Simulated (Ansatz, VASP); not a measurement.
# BAs: VASP beside Ansatz

Aim: how closely do two programs agree when they are given the same cell, functional and k mesh? The cell comes out of earlier VASP steps on this material, which relaxed, scaled or displaced it; both programs get it as it stands.

Program: Ansatz 0.2.0. Level of theory: plane waves, with VASP 6.6.1 beside it; zone-centre phonons at PBE. Results are calculated unless marked as measured.

**1. The structure**

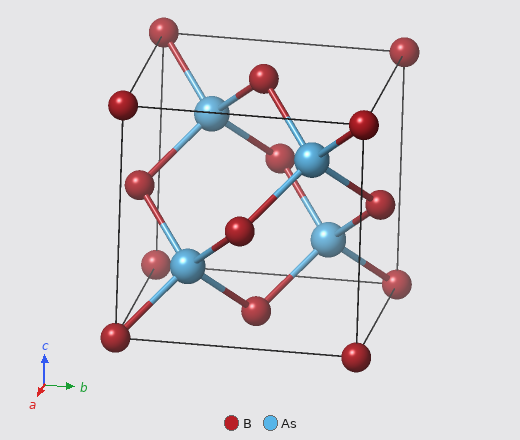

The starting structure, seen slightly off an axis (boron red, arsenic blue). This picture shows the conventional cell, with its axes. Bonds to atoms that aren't drawn are left out. Some periodic images of atoms are drawn too.

**2. VASP: zone-centre phonons, PBE**

Second derivatives magnify differences that forces hide, and they need a tight electronic threshold.

Lines of VASP's logs that name or quote its potential files are left out, and so is its time.

The input, INCAR:

```
SYSTEM = BAs
PREC = Accurate
ENCUT = 420
EDIFF = 1E-08
NELM = 100
ISMEAR = 0
SIGMA = 0.05
LREAL = .FALSE.
ALGO = Normal
GGA = PE
NBANDS = 10
LORBIT = 11
LWAVE = .FALSE.
LCHARG = .FALSE.
KPAR = 2
IBRION = 8
LEPSILON = .TRUE.
ISIF = 2
```

The input, POSCAR:

```
BAs
1.0
    0.0000000000      2.4084771865      2.4084771865
    2.4084771865      0.0000000000      2.4084771865
    2.4084771865      2.4084771865      0.0000000000
B As
1 1
Direct
    0.0000000000      0.0000000000      0.0000000000
    0.2500000000      0.2500000000      0.2500000000
```

The input, KPOINTS:

```
Automatic mesh
0
Gamma
8 8 8
0 0 0
```

The projector-augmented-wave data sets are B and As (PBE family, release 64).

Command:

```
> mpirun -np 2 vasp_std
```

Numbers of over 12 decimals in the logs are rounded to 6 here.

The program printed:

```text
[banner, memory and clock lines left out]
running    2 mpi-ranks, on    1 nodes
 distrk:  each k-point on    1 cores,    2 groups
 distr:  one band on    1 cores,    1 groups

 POSCAR found type information on POSCAR B As
 POSCAR found :  2 types and       2 ions
 LDA part: xc-table for (Slater+PW92), standard interpolation
 POSCAR, INCAR and KPOINTS ok, starting setup
 FFT: planning ... GRIDC
 FFT: planning ... GRID_SOFT
 FFT: planning ... GRID
 WAVECAR not read
 entering main loop
       N       E                     dE             d eps       ncg     rms          rms(c)
DAV:   1     0.913242503153E+01    0.91324E+01   -0.34273E+03   588   0.605E+02
DAV:   2    -0.114143546858E+02   -0.20547E+02   -0.19547E+02   796   0.948E+01
DAV:   3    -0.120014543037E+02   -0.58710E+00   -0.58419E+00   682   0.157E+01
DAV:   4    -0.120033408723E+02   -0.18866E-02   -0.18864E-02   714   0.971E-01
DAV:   5    -0.120033434594E+02   -0.25871E-05   -0.25871E-05   682   0.364E-02    0.476E+00
DAV:   6    -0.114673963539E+02    0.53595E+00   -0.15684E+00   624   0.537E+00    0.232E+00
DAV:   7    -0.114140435288E+02    0.53353E-01   -0.17602E-01   708   0.221E+00    0.958E-01
DAV:   8    -0.114076312619E+02    0.64123E-02   -0.20463E-02   628   0.847E-01    0.984E-02
DAV:   9    -0.114079247835E+02   -0.29352E-03   -0.72742E-04   658   0.166E-01    0.573E-02
DAV:  10    -0.114080951042E+02   -0.17032E-03   -0.22570E-04   632   0.961E-02    0.134E-02
DAV:  11    -0.114081009560E+02   -0.58518E-05   -0.64005E-06   720   0.179E-02    0.110E-02
DAV:  12    -0.114081009445E+02    0.11456E-07   -0.29587E-06   632   0.987E-03    0.326E-03
DAV:  13    -0.114081010069E+02   -0.62345E-07   -0.86690E-08   696   0.205E-03    0.109E-03
DAV:  14    -0.114081011263E+02   -0.11944E-06   -0.15717E-08   626   0.871E-04    0.973E-05
DAV:  15    -0.114081011326E+02   -0.63137E-08   -0.36036E-10   362   0.148E-04
   1 F= -.11408101E+02 E0= -.11408101E+02  d E =-.733742E-16
 Linear response reoptimize wavefunctions to high precision
DAV:   1    -0.114081011229E+02    0.97428E-08   -0.97664E-11   408   0.564E-05
DAV:   2    -0.114081011229E+02    0.11539E-10   -0.51939E-12   342   0.142E-05
 Linear response G [H, r] |phi>, progress :
  Direction:   1
       N       E                     dE             d eps       ncg     rms
RMM:   1    -0.491627904735E+02   -0.49163E+02   -0.67582E+01  1454   0.462E+01
RMM:   2    -0.371646617899E+02    0.11998E+02   -0.30681E+00   961   0.111E+01
RMM:   3    -0.371641293638E+02    0.53243E-03   -0.40272E-02  1003   0.899E-01
RMM:   4    -0.371626853537E+02    0.14440E-02   -0.19395E-03  1017   0.101E-01
RMM:   5    -0.371625376318E+02    0.14772E-03   -0.17363E-04  1021   0.119E-02
RMM:   6    -0.371625225685E+02    0.15063E-04   -0.17591E-05  1019   0.185E-03
RMM:   7    -0.371625209525E+02    0.16160E-05   -0.12593E-06   933   0.451E-04
RMM:   8    -0.371625207691E+02    0.18334E-06    0.51809E-07   857   0.279E-04
RMM:   9    -0.371625207773E+02   -0.81564E-08    0.45754E-08   790   0.259E-04
 Linear response G [H, r] |phi>, progress :
  Direction:   2
       N       E                     dE             d eps       ncg     rms
RMM:   1    -0.480504959333E+02   -0.48050E+02   -0.91006E+01  1440   0.441E+01
RMM:   2    -0.383787927145E+02    0.96717E+01   -0.20839E+00   954   0.959E+00
RMM:   3    -0.383880561606E+02   -0.92634E-02   -0.29933E-02  1009   0.732E-01
RMM:   4    -0.383867747985E+02    0.12814E-02   -0.18380E-03  1013   0.823E-02
RMM:   5    -0.383866298245E+02    0.14497E-03   -0.17043E-04  1026   0.991E-03
RMM:   6    -0.383866149916E+02    0.14833E-04   -0.18078E-05  1024   0.163E-03
RMM:   7    -0.383866134019E+02    0.15897E-05   -0.20711E-06   920   0.449E-04
RMM:   8    -0.383866132157E+02    0.18619E-06    0.80188E-08   864   0.303E-04
RMM:   9    -0.383866132159E+02   -0.22742E-09    0.12537E-06   812   0.286E-04
RMM:  10    -0.383866132179E+02   -0.20337E-08    0.23559E-06   723   0.286E-04
RMM:  11    -0.383866132192E+02   -0.12628E-08    0.59424E-06   669   0.286E-04
 Linear response G [H, r] |phi>, progress :
  Direction:   3
       N       E                     dE             d eps       ncg     rms
RMM:   1    -0.245476902967E+02   -0.24548E+02    0.12680E+02  1364   0.429E+01
RMM:   2    -0.223043664917E+02    0.22433E+01   -0.25779E+00   950   0.101E+01
RMM:   3    -0.223012585638E+02    0.31079E-02   -0.35484E-02   985   0.957E-01
RMM:   4    -0.223009641428E+02    0.29442E-03   -0.37941E-04  1022   0.115E-01
RMM:   5    -0.223009675221E+02   -0.33793E-05   -0.57623E-06  1012   0.146E-02
RMM:   6    -0.223009678492E+02   -0.32712E-06   -0.14461E-07   988   0.214E-03
RMM:   7    -0.223009678805E+02   -0.31254E-07   -0.63587E-07   908   0.455E-04
RMM:   8    -0.223009678668E+02    0.13699E-07   -0.25516E-06   829   0.230E-04
RMM:   9    -0.223009678649E+02    0.19240E-08   -0.11763E-05   728   0.203E-04
RMM:  10    -0.223009678635E+02    0.13737E-08   -0.43348E-05   647   0.204E-04
RMM:  11    -0.223009678724E+02   -0.89548E-08   -0.26681E-05   611   0.204E-04
RMM:  12    -0.223009678831E+02   -0.10696E-07   -0.37968E-05   531   0.204E-04
 Linear response to external field (no local field effect), progress :
  Direction:   1
       N       E                     dE             d eps       ncg     rms          rms(c)
[...]
RMM:   5    -0.368496775698E+00    0.12537E-08   -0.72567E-09   871   0.189E-04
 change of polarisation eV/A/(eV/A) component  3 :     0.222    -0.264     0.737
 dielectric tensor                  component  3 :     1.440    -1.707     5.773
 Linear response to external field, progress :
  Direction:   1
       N       E                     dE             d eps       ncg     rms          rms(c)
RMM:   1    -0.724278029003E+00   -0.72428E+00   -0.33854E+00  4248   0.305E+00
RMM:   2    -0.742843185058E+00   -0.18565E-01   -0.77029E-03  3116   0.411E-01    0.131E+00
RMM:   3    -0.733400058634E+00    0.94431E-02   -0.59535E-03  3196   0.460E-01    0.763E-01
RMM:   4    -0.769602033589E+00   -0.36202E-01   -0.88547E-03  3134   0.589E-01    0.806E-02
RMM:   5    -0.775313668317E+00   -0.57116E-02   -0.20113E-04  3211   0.947E-02    0.132E-02
RMM:   6    -0.775678166605E+00   -0.36450E-03   -0.35505E-06  3292   0.142E-02    0.635E-03
RMM:   7    -0.775957652571E+00   -0.27949E-03   -0.23892E-06  3206   0.116E-02    0.565E-04
RMM:   8    -0.775965355843E+00   -0.77033E-05    0.71898E-09  3372   0.833E-04    0.163E-04
RMM:   9    -0.775963663128E+00    0.16927E-05    0.56237E-09  3127   0.323E-04    0.388E-05
RMM:  10    -0.775964145051E+00   -0.48192E-06    0.50760E-10  2935   0.992E-05    0.548E-06
 change of polarisation eV/A/(eV/A) component  1 :     1.434     0.458     0.241
 dielectric tensor                  component  1 :    10.285     2.963     1.562
 Linear response to external field, progress :
  Direction:   2
       N       E                     dE             d eps       ncg     rms          rms(c)
RMM:   1    -0.724264063266E+00   -0.72426E+00   -0.33853E+00  4250   0.305E+00
RMM:   2    -0.742843504835E+00   -0.18579E-01   -0.76568E-03  3116   0.411E-01    0.131E+00
RMM:   3    -0.733399537787E+00    0.94440E-02   -0.59704E-03  3196   0.460E-01    0.763E-01
RMM:   4    -0.769600548303E+00   -0.36201E-01   -0.88717E-03  3137   0.589E-01    0.806E-02
RMM:   5    -0.775314646608E+00   -0.57141E-02   -0.20222E-04  3211   0.946E-02    0.132E-02
RMM:   6    -0.775677974398E+00   -0.36333E-03   -0.39217E-06  3293   0.142E-02    0.634E-03
RMM:   7    -0.775957666572E+00   -0.27969E-03   -0.25395E-06  3205   0.116E-02    0.565E-04
RMM:   8    -0.775965251473E+00   -0.75849E-05   -0.22242E-08  3366   0.831E-04    0.163E-04
RMM:   9    -0.775963572072E+00    0.16794E-05   -0.14161E-09  3125   0.324E-04    0.387E-05
RMM:  10    -0.775964056936E+00   -0.48486E-06    0.26081E-09  2939   0.984E-05    0.564E-06
 change of polarisation eV/A/(eV/A) component  2 :     0.444     1.434     0.212
 dielectric tensor                  component  2 :     2.875    10.285     1.372
 Linear response to external field, progress :
  Direction:   3
       N       E                     dE             d eps       ncg     rms          rms(c)
RMM:   1    -0.724288326681E+00   -0.72429E+00   -0.33855E+00  4250   0.305E+00
RMM:   2    -0.742843209679E+00   -0.18555E-01   -0.77207E-03  3116   0.411E-01    0.131E+00
RMM:   3    -0.733400330579E+00    0.94429E-02   -0.59558E-03  3198   0.460E-01    0.763E-01
RMM:   4    -0.769602582787E+00   -0.36202E-01   -0.88586E-03  3135   0.589E-01    0.806E-02
RMM:   5    -0.775313606744E+00   -0.57110E-02   -0.20112E-04  3212   0.947E-02    0.132E-02
RMM:   6    -0.775678148969E+00   -0.36454E-03   -0.35642E-06  3292   0.142E-02    0.635E-03
RMM:   7    -0.775957617675E+00   -0.27947E-03   -0.23969E-06  3211   0.116E-02    0.565E-04
RMM:   8    -0.775965292771E+00   -0.76751E-05    0.73812E-09  3370   0.833E-04    0.163E-04
RMM:   9    -0.775963591026E+00    0.17017E-05    0.58791E-09  3135   0.323E-04    0.389E-05
RMM:  10    -0.775964065679E+00   -0.47465E-06    0.22710E-09  2912   0.992E-05    0.555E-06
 change of polarisation eV/A/(eV/A) component  3 :     0.344     0.355     1.434
 dielectric tensor                  component  3 :     2.225     2.300    10.285
 Linear response DOF=           2
 Linear response progress:
  Degree of freedom:   1/  2
       N       E                     dE             d eps       ncg     rms          rms(c)
RMM:   1    -0.426734415749E-01   -0.42673E-01    0.33002E-03  4434   0.107E+00
RMM:   2    -0.399112450192E-01    0.27622E-02   -0.13286E-03  2998   0.212E-01    0.922E-02
RMM:   3    -0.399748940527E-01   -0.63649E-04   -0.26371E-04  3131   0.602E-02    0.492E-02
RMM:   4    -0.402322122823E-01   -0.25732E-03   -0.20622E-04  3064   0.572E-02    0.787E-03
RMM:   5    -0.401934618237E-01    0.38750E-04   -0.11419E-05  3196   0.916E-03    0.701E-04
RMM:   6    -0.401895798372E-01    0.38820E-05   -0.80232E-07  3256   0.839E-04    0.333E-04
RMM:   7    -0.401889935229E-01    0.58631E-06   -0.35899E-07  3235   0.414E-04    0.558E-05
RMM:   8    -0.401891462704E-01   -0.15275E-06    0.40180E-08  3307   0.103E-04    0.165E-05
RMM:   9    -0.401891028805E-01    0.43390E-07    0.39597E-08  3370   0.394E-05    0.499E-06
RMM:  10    -0.401891116090E-01   -0.87286E-08    0.10797E-08  3303   0.211E-05    0.882E-07
 first order change of Fermi-energy  -0.33422E-05
 force on displaced ion       1 direction 1 : -16.056   0.000   0.000
 Born effective charge ion    1 direction 1 :  -0.500   0.000   0.000
 Linear response progress:
  Degree of freedom:   2/  2
       N       E                     dE             d eps       ncg     rms          rms(c)
RMM:   1    -0.390379322566E-01   -0.39038E-01    0.32373E-02  4486   0.113E+00
RMM:   2    -0.367893526374E-01    0.22486E-02   -0.44265E-05  3017   0.208E-01    0.931E-02
RMM:   3    -0.367150621260E-01    0.74291E-04    0.17734E-04  3226   0.287E-02    0.554E-02
RMM:   4    -0.367065600347E-01    0.85021E-05    0.15914E-04  3119   0.358E-02    0.361E-03
RMM:   5    -0.367196629070E-01   -0.13103E-04    0.20587E-05  3293   0.355E-03    0.841E-04
RMM:   6    -0.367183686000E-01    0.12943E-05    0.10466E-06  3232   0.100E-03    0.221E-04
RMM:   7    -0.367161953662E-01    0.21732E-05    0.34920E-07  3291   0.390E-04    0.388E-05
RMM:   8    -0.367162370737E-01   -0.41707E-07    0.67326E-08  3404   0.412E-05    0.276E-05
RMM:   9    -0.367163906638E-01   -0.15359E-06    0.69980E-08  3330   0.456E-05    0.293E-06
RMM:  10    -0.367163812049E-01    0.94589E-08    0.27184E-08  3225   0.138E-05    0.164E-06
 first order change of Fermi-energy   0.26577E-03
 force on displaced ion       2 direction 1 : -16.058   0.000   0.000
 Born effective charge ion    2 direction 1 :   0.399   0.000   0.000
 Born effective charges drift removed
 Linear response finished
```

From OUTCAR (step 2):

```text
ion  position               nearest neighbor table
   1  0.000  0.000  0.000-   2 2.09   2 2.09   2 2.09   2 2.09
   2  0.250  0.250  0.250-   1 2.09   1 2.09   1 2.09   1 2.09

  LATTYP: Found a face centered cubic cell.
 ALAT       =     4.8169543730

 Subroutine GETGRP returns: Found 24 space group operations
 (whereof 24 operations were pure point group operations)

The static configuration has the point symmetry T_d .

 Found     29 irreducible k-points:

   k-points           NKPTS =     29   k-points in BZ     NKDIM =     29   number of bands    NBANDS=     10

   dimension x,y,z NGX =    24 NGY =   24 NGZ =   24
   dimension x,y,z NGXF=    48 NGYF=   48 NGZF=   48

   ENCUT  =  420.0 eV  30.87 Ry    5.56 a.u.   5.69  5.69  5.69*2*pi/ulx,y,z

   NELECT =       8.0000    total number of electrons

 k-points in reciprocal lattice and weights: Automatic mesh
   0.00000000  0.00000000  0.00000000       0.002
   0.12500000  0.00000000  0.00000000       0.016
   0.25000000  0.00000000  0.00000000       0.016
   0.37500000  0.00000000  0.00000000       0.016
   0.50000000  0.00000000  0.00000000       0.008
   0.12500000  0.12500000  0.00000000       0.012
   0.25000000  0.12500000  0.00000000       0.047
   0.37500000  0.12500000  0.00000000       0.047
   0.50000000  0.12500000  0.00000000       0.047
[...]
-0.37500000  0.50000000  0.12500000       0.023
  -0.25000000  0.50000000  0.25000000       0.012

 average (electrostatic) potential at core
       1 -27.0961       2 -49.0205

  Total        0.0012998      0.0012998      0.0012998     -0.0000000      0.0000000      0.0000000
  in kB        0.0745274      0.0745274      0.0745274     -0.0000000      0.0000000      0.0000000
  external PRESSURE =       0.0745274 kB  Pullay stress =       0.0000000 kB

  energy-cutoff  :      420.00
  volume of cell :       27.94
      direct lattice vectors                 reciprocal lattice vectors
     0.000000000  2.408477186  2.408477186    -0.207600057  0.207600057  0.207600057
     2.408477186  0.000000000  2.408477186     0.207600057 -0.207600057  0.207600057
     2.408477186  2.408477186  0.000000000     0.207600057  0.207600057 -0.207600057

 POSITION                                       TOTAL-FORCE (eV/Angst)
 -----------------------------------------------------------------------------------
      0.00000      0.00000      0.00000         0.000000      0.000000      0.000000
      1.20424      1.20424      1.20424        -0.000000     -0.000000     -0.000000
 -----------------------------------------------------------------------------------
    total drift:                                0.000000      0.000000      0.000000

 MACROSCOPIC STATIC DIELECTRIC TENSOR (including local field effects in DFT)
 ------------------------------------------------------
          10.284918     0.000000    -0.000000
           0.000000    10.284918    -0.000000
           0.000000     0.000000    10.284918
 ------------------------------------------------------

 PIEZOELECTRIC TENSOR (including local field effects)  for field in x, y, z        (C/m^2)
          XX          YY          ZZ          XY          YZ          ZX
  --------------------------------------------------------------------------------
  x     0.00000     0.00000     0.00000     0.00000     0.05772     0.00000
  y    -0.00000     0.00000     0.00000     0.00000     0.00000     0.05772
  z     0.00000    -0.00000     0.00000     0.05772     0.00000     0.00000

 BORN EFFECTIVE CHARGES (including local field effects) (in |e|, cummulative output)
 ---------------------------------------------------------------------------------
 ion    1
    1    -0.45240     0.00000    -0.00000
    2     0.00000    -0.45240     0.00000
    3     0.00000     0.00000    -0.45240
 ion    2
    1     0.45240     0.00000     0.00000
    2    -0.00000     0.45240     0.00000
    3    -0.00000    -0.00000     0.45240

 Eigenvectors and eigenvalues of the dynamical matrix
 ----------------------------------------------------

   1 f  =   20.379970 THz   128.051129 2PiTHz  679.802629 cm-1    84.284746 meV
             X         Y         Z           dx          dy          dz
      0.000000  0.000000  0.000000     0.000000   -0.000000   -0.934818
      1.204239  1.204239  1.204239     0.000000   -0.000000    0.355127

   2 f  =   20.379970 THz   128.051129 2PiTHz  679.802629 cm-1    84.284746 meV
             X         Y         Z           dx          dy          dz
      0.000000  0.000000  0.000000     0.934818    0.000000    0.000000
      1.204239  1.204239  1.204239    -0.355127    0.000000    0.000000

   3 f  =   20.379970 THz   128.051129 2PiTHz  679.802629 cm-1    84.284746 meV
             X         Y         Z           dx          dy          dz
      0.000000  0.000000  0.000000     0.000000   -0.934818    0.000000
      1.204239  1.204239  1.204239     0.000000    0.355127    0.000000

   4 f/i=    0.000440 THz     0.002762 2PiTHz    0.014665 cm-1     0.001818 meV
             X         Y         Z           dx          dy          dz
      0.000000  0.000000  0.000000    -0.115157    0.122784    0.312695
      1.204239  1.204239  1.204239    -0.303134    0.323210    0.823122

   5 f/i=    0.000440 THz     0.002762 2PiTHz    0.014665 cm-1     0.001818 meV
             X         Y         Z           dx          dy          dz
      0.000000  0.000000  0.000000     0.083833   -0.309595    0.152440
      1.204239  1.204239  1.204239     0.220679   -0.814962    0.401276

   6 f/i=    0.000440 THz     0.002762 2PiTHz    0.014665 cm-1     0.001818 meV
             X         Y         Z           dx          dy          dz
      0.000000  0.000000  0.000000     0.325309    0.123248    0.071407
      1.204239  1.204239  1.204239     0.856327    0.324433    0.187969

 MACROSCOPIC STATIC DIELECTRIC TENSOR IONIC CONTRIBUTION
 ------------------------------------------------------
           0.082548    -0.000000     0.000000
          -0.000000     0.082548    -0.000000
           0.000000    -0.000000     0.082548
 ------------------------------------------------------

 ELASTIC MODULI CONTR FROM IONIC RELAXATION (kBar)
 Direction    XX          YY          ZZ          XY          YZ          ZX
 --------------------------------------------------------------------------------
 XX          -0.0000     -0.0000      0.0000      0.0000     -0.0000     -0.0000
 YY          -0.0000     -0.0000     -0.0000     -0.0000      0.0000     -0.0000
 ZZ           0.0000     -0.0000     -0.0000     -0.0000      0.0000     -0.0000
 XY           0.0000     -0.0000     -0.0000   -146.1224      0.0000      0.0000
 YZ          -0.0000      0.0000      0.0000      0.0000   -146.1224      0.0000
 ZX          -0.0000     -0.0000     -0.0000      0.0000      0.0000   -146.1224
 --------------------------------------------------------------------------------

 PIEZOELECTRIC TENSOR IONIC CONTR  for field in x, y, z        (C/m^2)
          XX          YY          ZZ          XY          YZ          ZX
  --------------------------------------------------------------------------------
  x    -0.00000     0.00000     0.00000    -0.00000    -0.10334     0.00000
  y    -0.00000    -0.00000    -0.00000     0.00000     0.00000    -0.10334
  z     0.00000    -0.00000    -0.00000    -0.10334     0.00000     0.00000
```

(Part 1 of 2 ends here.)

[Lines on the potential files, build, host, timing and source positions are cut from VASP's logs without a mark.]

[Logs are printed without paths, hosts, clocks, repeated set-up lines and the standing remarks that a program may print on its own settings, such as how far it seeks lower states.]

[Hosts, paths, dates, database ids (printed as entryN), source tags and the programs' standing remarks are cut or masked in the printed files.]
